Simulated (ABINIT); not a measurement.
## Geometry relaxation, with input and output: SrO (part 1 of 2)

- system: SrO (Fm-3m, 2 atoms in the cell)
- method: Kohn-Sham DFT of a periodic cell, PBE, JTH PAW PBE v2.0, no spin polarisation (ABINIT 10.8.3)

The structure derives from an entry of the Crystallography Open Database.

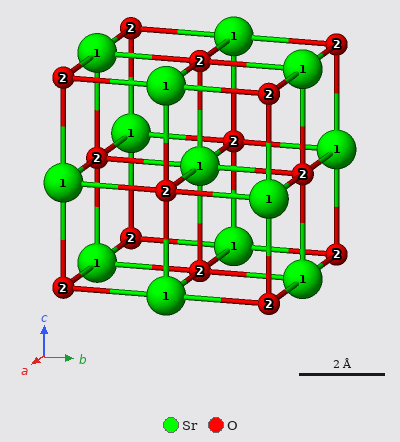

*The structure as given in the input (ball-and-stick view of the cell 4 times as large as that of the calculation, set on its symmetry axes, seen slightly off an axis; atoms are numbered from 1 in the order of the input). An atom can appear more than once, as a periodic image.*

Near neighbours in the periodic cell (some may lie outside the picture): Sr has 6 O at 2.57 Å; O has 6 Sr at 2.57 Å.

**Input file**
```
# Pseudopotentials
pp_dirpath "./"
pseudos "Sr.GGA_PBE-JTH.xml, O.GGA_PBE-JTH.xml"

# Structure
acell 3.6292962651 3.6292962651 3.6292962651 Angstrom
rprim
     0.0000000000     0.7071067812     0.7071067812
     0.7071067812     0.0000000000     0.7071067812
     0.7071067812     0.7071067812     0.0000000000
ntypat 2
znucl 38 8
natom 2
typat 1 2
xred
     0.5000000000     0.5000000000     0.5000000000
     0.0000000000     0.0000000000     0.0000000000
chkprim 0
chksymtnons 0
tolsym 1.0e-6

# Plane-wave basis
ecut 23.0
pawecutdg 45.0
pawxcdev 0

# k points
kptopt 1
ngkpt 9 9 9
nshiftk 1
shiftk 0.0 0.0 0.0

# Exchange and correlation
ixc 11

# Bands and occupations
nband 12
occopt 3
tsmear 0.05 eV

# SCF cycle
nstep 100
tolvrs 1.0e-9

# Output
iomode 3
prtwf 0
prtden 0
prteig 0
prtebands 0

# Relaxation
ionmov 2
ntime 60
tolmxf 0.0002
optcell 2
dilatmx 1.08
ecutsm 0.5
strtarget 3*-1.699465e-04 3*0.0
```

Run on 1 thread of Arm Neoverse V2, 24 GiB of memory available, shared host.

Run as:
```bash
abinit run.abi > log 2>&1
```

**Output**
```
.Version 10.8.3 of ABINIT
 Symmetries : space group Fm -3 m (#225); Bravais cF (face-center cubic)
================================================================================
 Values of the parameters that define the memory need of the present run
     intxc =       0    ionmov =       2      iscf =      17    lmnmax =      18
     lnmax =       6     mgfft =      32  mpssoang =       3    mqgrid =    3001
     natom =       2  nloc_mem =       2    nspden =       1   nspinor =       1
    nsppol =       1      nsym =      48    n1xccc =       1    ntypat =       2
    occopt =       3   xclevel =       2
       mpw =        1530          nfft =       32768          nkpt =          35
 PAW method is used; the additional fine FFT grid is defined by:
   mgfftf=        48    nfftf =    110592
================================================================================
================================================================================

--------------------------------------------------------------------------------
------------- Echo of variables that govern the present computation ------------
--------------------------------------------------------------------------------
 -outvars: echo values of preprocessed input variables --------
            acell      6.8583759708E+00  6.8583759708E+00  6.8583759708E+00 Bohr
              amu      8.76200000E+01  1.59994000E+01
          chkprim           0
      chksymtnons           0
          dilatmx      1.08000000E+00
             ecut      2.30000000E+01 Hartree
           ecutsm      5.00000000E-01 Hartree
           ionmov           2
              ixc          11
         kptrlatt        9    0    0      0    9    0      0    0    9
          kptrlen      6.17253837E+01
            natom           2
            nband          12
            ngfft          32      32      32
          ngfftdg          48      48      48
             nkpt          35
            nstep         100
             nsym          48
            ntime          60
           ntypat           2
           occopt           3
          optcell           2
        pawecutdg      4.50000000E+01 Hartree
         pawxcdev           0
           prtden           0
        prtebands           0
           prteig           0
            prtwf           0
            rprim      0.0000000000E+00  7.0710678120E-01  7.0710678120E-01
                       7.0710678120E-01  0.0000000000E+00  7.0710678120E-01
                       7.0710678120E-01  7.0710678120E-01  0.0000000000E+00
          spgroup         225
        strtarget     -1.69946500E-04 -1.69946500E-04 -1.69946500E-04
                       0.00000000E+00  0.00000000E+00  0.00000000E+00
           tolmxf      2.00000000E-04
           tolsym      1.00000000E-06
           tolvrs      1.00000000E-09
           tsmear      1.83746611E-03 Hartree
            typat      1  2
           useylm           1
           xangst      2.5663000000E+00  2.5663000000E+00  2.5663000000E+00
                       0.0000000000E+00  0.0000000000E+00  0.0000000000E+00
            xcart      4.8496041570E+00  4.8496041570E+00  4.8496041570E+00
                       0.0000000000E+00  0.0000000000E+00  0.0000000000E+00
             xred      5.0000000000E-01  5.0000000000E-01  5.0000000000E-01
                       0.0000000000E+00  0.0000000000E+00  0.0000000000E+00
            znucl       38.00000    8.00000

================================================================================

 chkinp: Checking input parameters for consistency.

================================================================================
== DATASET  1 ==================================================================

--- !DatasetInfo
iteration_state: {dtset: 1, }
dimensions: {natom: 2, nkpt: 35, mband: 12, nsppol: 1, nspinor: 1, nspden: 1, mpw: 1530, }
cutoff_energies: {ecut:  23.0, pawecutdg:  45.0, }
electrons: {nelect:   1.60000000E+01, charge:   0.00000000E+00, occopt:   3.00000000E+00, tsmear:   1.83746611E-03, }
meta: {optdriver: 0, ionmov: 2, optcell: 2, iscf: 17, paral_kgb: 0, }
...

 Exchange-correlation functional for the present dataset will be:
  GGA: Perdew-Burke-Ernzerhof functional - ixc=11
  J.P.Perdew, K.Burke, M.Ernzerhof, PRL 77, 3865 (1996)

 Real(R)+Recip(G) space primitive vectors, cartesian coordinates (Bohr,Bohr^-1):
 R(1)=  0.0000000  4.8496042  4.8496042  G(1)= -0.1031012  0.1031012  0.1031012
 R(2)=  4.8496042  0.0000000  4.8496042  G(2)=  0.1031012 -0.1031012  0.1031012
 R(3)=  4.8496042  4.8496042  0.0000000  G(3)=  0.1031012  0.1031012 -0.1031012
 Unit cell volume ucvol=  2.2811239E+02 bohr^3
 Angles (23,13,12)=  6.00000000E+01  6.00000000E+01  6.00000000E+01 degrees

 Coarse grid specifications (used for wave-functions):

 getcut: wavevector=  0.0000  0.0000  0.0000  ngfft=  32  32  32
         ecut(hartree)=     26.827   => boxcut(ratio)=   2.00113

 Fine grid specifications (used for densities):

 getcut: wavevector=  0.0000  0.0000  0.0000  ngfft=  48  48  48
         ecut(hartree)=     52.488   => boxcut(ratio)=   2.14598

--- Pseudopotential description ------------------------------------------------
- pspini: atom type   1  psp file is ./Sr.GGA_PBE-JTH.xml
 Pseudopotential format is: paw10
 basis_size (lnmax)=  6 (lmn_size= 18), orbitals=   0   0   1   1   2   2
 Spheres core radius: rc_sph= 2.20669967
 Shapefunction is SIN type: shapef(r)=[sin(pi*r/rshp)/(pi*r/rshp)]**2
 Radius for shape functions =  1.70850426
 Compensation charge density is not taken into account in XC energy/potential

- pspini: atom type   2  psp file is ./O.GGA_PBE-JTH.xml
 Pseudopotential format is: paw10
 basis_size (lnmax)=  4 (lmn_size=  8), orbitals=   0   0   1   1
 Spheres core radius: rc_sph= 1.41465230
 Shapefunction is SIN type: shapef(r)=[sin(pi*r/rshp)/(pi*r/rshp)]**2
 Radius for shape functions =  1.20231231
 Compensation charge density is not taken into account in XC energy/potential

   4.46581426E+02                                ecore*ucvol(ha*bohr**3)
--------------------------------------------------------------------------------

================================================================================

=== [ionmov= 2] Broyden-Fletcher-Goldfarb-Shanno method (forces)
================================================================================

--- Iteration: ( 1/60) Internal Cycle: (1/1)
--------------------------------------------------------------------------------

---SELF-CONSISTENT-FIELD CONVERGENCE--------------------------------------------

--- !BeginCycle
iteration_state: {dtset: 1, itime: 1, icycle: 1, }
solver: {iscf: 17, nstep: 100, nline: 4, wfoptalg: 10, }
tolerances: {tolvrs: 1.00E-09, }
...

     iter   Etot(hartree)      deltaE(h)  residm     nres2
 ETOT  1  -47.380055609360    -4.738E+01 1.107E-01 5.503E+01
 ETOT  2  -47.354040835243     2.601E-02 1.435E-02 5.813E+01
 ETOT  3  -47.314514133393     3.953E-02 6.464E-03 3.508E+00
 ETOT  4  -47.315153934478    -6.398E-04 9.271E-04 5.346E-01
 ETOT  5  -47.314183088692     9.708E-04 1.058E-03 1.091E-02
 ETOT  6  -47.314245649670    -6.256E-05 1.257E-04 5.625E-03
 ETOT  7  -47.314236336360     9.313E-06 1.210E-04 1.389E-04
 ETOT  8  -47.314236595691    -2.593E-07 3.025E-05 6.539E-06
 ETOT  9  -47.314236599230    -3.538E-09 2.767E-05 7.704E-07
 ETOT 10  -47.314236598922     3.075E-10 9.006E-06 1.335E-07
 ETOT 11  -47.314236599101    -1.785E-10 6.287E-06 5.533E-08
 ETOT 12  -47.314236598999     1.020E-10 7.241E-06 3.459E-10

 At SCF step   12       nres2   =  3.46E-10 < tolvrs=  1.00E-09 =>converged.

 Cartesian components of stress tensor (hartree/bohr^3)
  sigma(1 1)= -1.08428883E-04  sigma(3 2)=  0.00000000E+00
  sigma(2 2)= -1.08428883E-04  sigma(3 1)=  0.00000000E+00
  sigma(3 3)= -1.08428883E-04  sigma(2 1)=  0.00000000E+00

--- !ResultsGS
iteration_state: {dtset: 1, itime: 1, icycle: 1, }
comment   : Summary of ground state results
lattice_vectors:
- [  0.0000000,   4.8496042,   4.8496042, ]
- [  4.8496042,   0.0000000,   4.8496042, ]
- [  4.8496042,   4.8496042,   0.0000000, ]
lattice_lengths: [   6.85838,    6.85838,    6.85838, ]
lattice_angles: [ 60.000,  60.000,  60.000, ] # degrees, (23, 13, 12)
lattice_volume:   2.2811239E+02
convergence: {deltae:  1.020E-10, res2:  3.459E-10, residm:  7.241E-06, diffor: null, }
etotal    :  -4.73142366E+01
entropy   :   0.00000000E+00
fermie    :   2.30123386E-01
cartesian_stress_tensor: # hartree/bohr^3
- [ -1.08428883E-04,   0.00000000E+00,   0.00000000E+00, ]
- [  0.00000000E+00,  -1.08428883E-04,   0.00000000E+00, ]
- [  0.00000000E+00,   0.00000000E+00,  -1.08428883E-04, ]
pressure_GPa:   3.1901E+00
xred      :
- [  5.0000E-01,   5.0000E-01,   5.0000E-01, Sr]
- [  0.0000E+00,   0.0000E+00,   0.0000E+00,  O]
cartesian_forces: # hartree/bohr
- [ -0.00000000E+00,  -0.00000000E+00,  -0.00000000E+00, ]
- [ -0.00000000E+00,  -0.00000000E+00,  -0.00000000E+00, ]
force_length_stats: {min:   0.00000000E+00, max:   0.00000000E+00, mean:   0.00000000E+00, }
...

 Integrated electronic density in atomic spheres:
 ------------------------------------------------
 Atom  Sphere_radius  Integrated_density
    1        2.20670          7.34266545
    2        1.41465          4.51854070

---OUTPUT-----------------------------------------------------------------------

 Cartesian coordinates (xcart) [bohr]
  4.84960415698525E+00  4.84960415698525E+00  4.84960415698525E+00
  0.00000000000000E+00  0.00000000000000E+00  0.00000000000000E+00
 Reduced coordinates (xred)
  5.00000000000000E-01  5.00000000000000E-01  5.00000000000000E-01
  0.00000000000000E+00  0.00000000000000E+00  0.00000000000000E+00
 Cartesian forces (fcart) [Ha/bohr]; max,rms= 0.00000E+00 0.00000E+00 (free atoms)
 -0.00000000000000E+00 -0.00000000000000E+00 -0.00000000000000E+00
 -0.00000000000000E+00 -0.00000000000000E+00 -0.00000000000000E+00
 Gradient of E wrt nuclear positions in reduced coordinates (gred)
  0.00000000000000E+00  0.00000000000000E+00  0.00000000000000E+00
  0.00000000000000E+00  0.00000000000000E+00  0.00000000000000E+00
 Scale of Primitive Cell (acell) [bohr]
  6.85837597081901E+00  6.85837597081901E+00  6.85837597081901E+00
 Real space primitive translations (rprimd) [bohr]
  0.00000000000000E+00  4.84960415698525E+00  4.84960415698525E+00
  4.84960415698525E+00  0.00000000000000E+00  4.84960415698525E+00
  4.84960415698525E+00  4.84960415698525E+00  0.00000000000000E+00
 Unitary Cell Volume (ucvol) [Bohr^3]=  2.28112387255718E+02
 Angles (23,13,12)= [degrees]
  6.00000000000000E+01  6.00000000000000E+01  6.00000000000000E+01
 Lengths [Bohr]
  6.85837597094948E+00  6.85837597094948E+00  6.85837597094948E+00
 Stress tensor in cartesian coordinates (strten) [Ha/bohr^3]
 -1.08428883483010E-04  0.00000000000000E+00  0.00000000000000E+00
  0.00000000000000E+00 -1.08428883483010E-04  0.00000000000000E+00
  0.00000000000000E+00  0.00000000000000E+00 -1.08428883483013E-04
 Total energy (etotal) [Ha]= -4.73142365989985E+01

--- Iteration: ( 2/60) Internal Cycle: (1/1)
--------------------------------------------------------------------------------

---SELF-CONSISTENT-FIELD CONVERGENCE--------------------------------------------

--- !BeginCycle
iteration_state: {dtset: 1, itime: 2, icycle: 1, }
solver: {iscf: 17, nstep: 100, nline: 4, wfoptalg: 10, }
tolerances: {tolvrs: 1.00E-09, }
...

     iter   Etot(hartree)      deltaE(h)  residm     nres2
 ETOT  1  -47.314282385193    -4.731E+01 8.922E-05 1.792E-01
 ETOT  2  -47.314293149013    -1.076E-05 3.605E-05 2.372E-01
 ETOT  3  -47.314081100317     2.120E-04 1.312E-05 5.274E-03
 ETOT  4  -47.314087265809    -6.165E-06 3.413E-06 5.444E-04
 ETOT  5  -47.314087638135    -3.723E-07 1.097E-06 7.738E-05
 ETOT  6  -47.314087860903    -2.228E-07 2.486E-06 8.817E-06
 ETOT  7  -47.314087870363    -9.461E-09 8.194E-07 1.122E-06
 ETOT  8  -47.314087869668     6.958E-10 1.828E-06 5.953E-09
 ETOT  9  -47.314087869728    -6.025E-11 6.059E-07 2.662E-08
 ETOT 10  -47.314087869714     1.410E-11 1.334E-06 1.064E-09
 ETOT 11  -47.314087869714    -4.974E-14 4.460E-07 1.326E-10

 At SCF step   11       nres2   =  1.33E-10 < tolvrs=  1.00E-09 =>converged.

 Cartesian components of stress tensor (hartree/bohr^3)
  sigma(1 1)= -1.27235114E-04  sigma(3 2)=  0.00000000E+00
  sigma(2 2)= -1.27235114E-04  sigma(3 1)=  0.00000000E+00
  sigma(3 3)= -1.27235114E-04  sigma(2 1)=  0.00000000E+00
```
